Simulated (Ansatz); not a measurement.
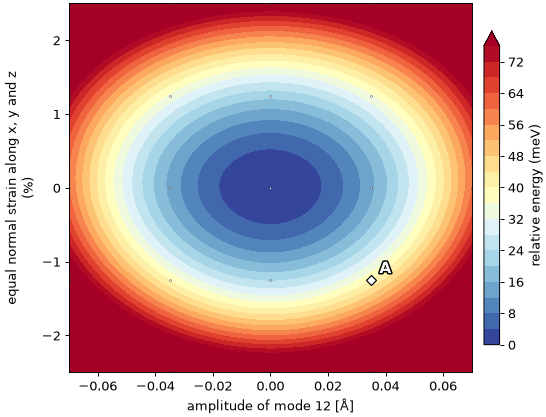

MgS (F-43m, No. 216; 4 atoms in the cell). The energy is mapped over a normal mode and a strain (zone-centre modes of the 4-atom cell of this scan, which folds in the wave vector (0, 0, 1/2) of the primitive cell). Coordinates scanned: (1) amplitude of mode 12 (330 cm⁻¹), largest displacement in the unstrained cell; (2) equal normal strain along x, y and z. Nothing is relaxed (the pattern is fixed in fractional coordinates). The scan uses a 5 × 5 grid; 15 points were computed and 10 follow by symmetry. Points are written as (first, second). All energies are given in meV per cell relative to the lowest grid point. Method: DFT PBE, scalar-relativistic, plane waves, PAW in Ansatz. Settings: cutoff 520 eV, k-mesh 9×9×8 in the order of the run's cell vectors, gaussian smearing 0.05 eV, no spin polarisation.

The picture shows filled contours, dots at the grid points, one colour for all values above the top of the scale, the point A. Between grid points the surface is interpolated.

### Is A at rest? If not, where is it pushed?

A, at (0.035 Å, −1.25 %), is not a stationary point. The computed force is 930 meV for each Å towards smaller values of the first coordinate and 39 meV for each 1 % towards larger values of the second coordinate.
